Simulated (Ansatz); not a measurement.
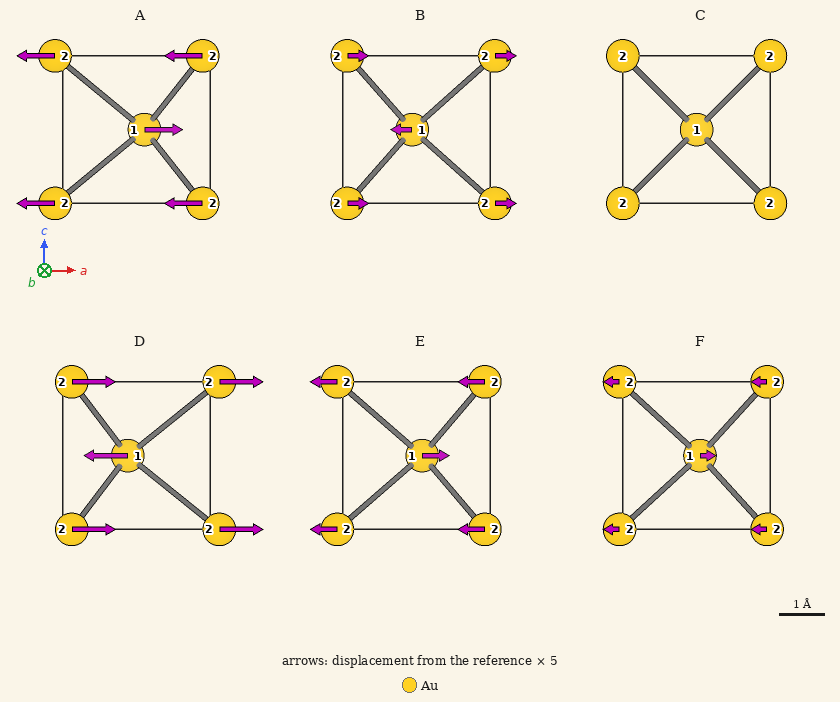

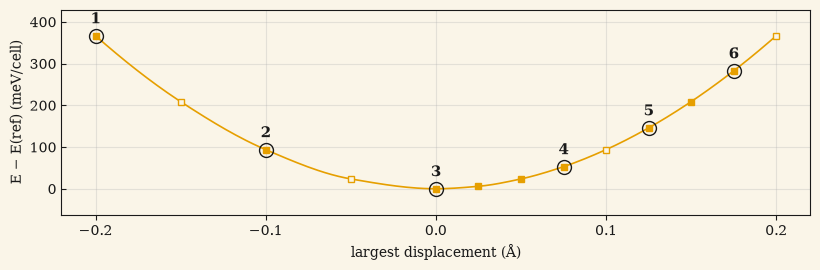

Crystalline Au (Im-3m): a normal mode of wave vector (1/2, 1/2, 1/2) of the primitive cell, folded into a doubled cell, (one arbitrary combination within a set of 3 degenerate modes) is frozen in with the cell fixed, the amplitude being the largest displacement of an atom. The frames are shuffled; the numbered points of the plot belong to them. Hollow markers are points alike by symmetry, not computed again. A ball-and-stick model of the cell of the calculation, seen along the b axis. Purple arrows: displacements from the reference.

The calculation used Ansatz, DFT PBEsol, scalar-relativistic, plane waves, PAW. Set-up: plane-wave cutoff 420 eV; k-point mesh 14 × 14 × 14; occupations gaussian; smearing width 0.15 eV; no spin polarisation. Energies (free energies at the smearing named) are counted from the cell as listed in its source, which wasn't relaxed.

### Match the frames to the points.

Point 1 is frame D (the amplitude −0.20 Å, 367 meV/cell); 2 is frame B (the amplitude −0.10 Å, 94 meV/cell); 3 is frame C (the amplitude 0.00 Å, 0 meV/cell); 4 is frame F (the amplitude 0.075 Å, 53 meV/cell); 5 is frame E (the amplitude 0.125 Å, 146 meV/cell); 6 is frame A (the amplitude 0.175 Å, 283 meV/cell). The harmonic wavenumber of the mode is 114 cm⁻¹, a stable vibration. Of the computed points the lowest is at the amplitude 0.00 Å, 0 meV/cell. The well is symmetric. At the highest point the shortest interatomic distance is 2.66 Å, against 2.87 Å in the reference.
